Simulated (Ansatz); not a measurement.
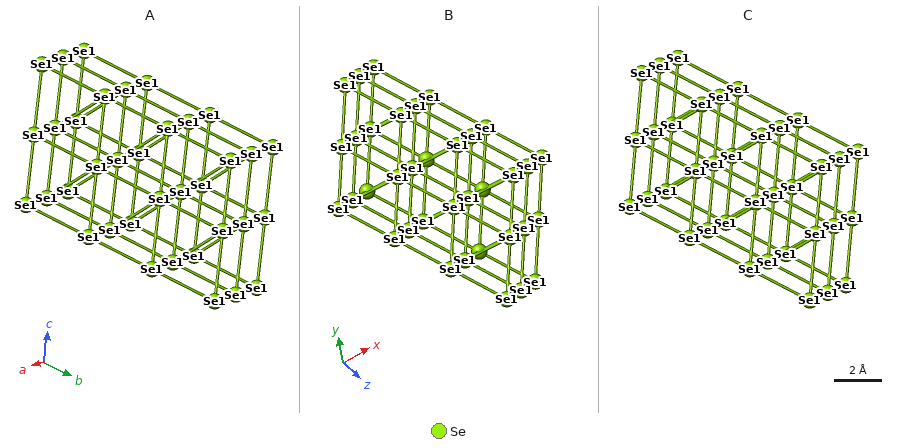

Energy scan for crystalline Se (Im-3m), in which the cell is strained equally along x and y, with the atoms kept at their fractional coordinates. x, y and z are the Cartesian axes of the input. The picture is a ball-and-stick view of the cell of the calculation, repeated 2 × 3 × 2 with one cell outlined, seen slightly off an axis.

Theory: DFT PBEsol, scalar-relativistic, plane waves, PAW (Ansatz). (plane-wave cutoff 420 eV; k-point mesh 20 × 20 × 20; occupations gaussian; smearing width 0.15 eV; no spin polarisation). Energies (free energies at the smearing named) are counted from the cell as listed in its source, which wasn't relaxed.

Q: Order these geometries by energy, lowest first.

A: Lowest first: C (the strain 0.00, 0.0 meV/atom), A (the strain 0.075, 139.3 meV/atom), B (the strain −0.10, 233.3 meV/atom). Over the whole scan: of the computed points the lowest is at the strain 0.00, 0.0 meV/atom. At the ends of the scan the energy is 233.3 meV/atom (−0.10) and 139.3 meV/atom (0.075). The unrelaxed reference is under a pressure of −2.1 GPa, which tilts the curve. The distortion takes the space group from Im-3m to I4/mmm. At the strain −0.10 the cell of the drawing goes a 2.950 → 2.757 Å, b 2.950 → 2.757 Å, c 2.950 → 2.757 Å, α 109.5° → 112.4°, β 109.5° → 112.4°, γ 109.5° → 103.7°.
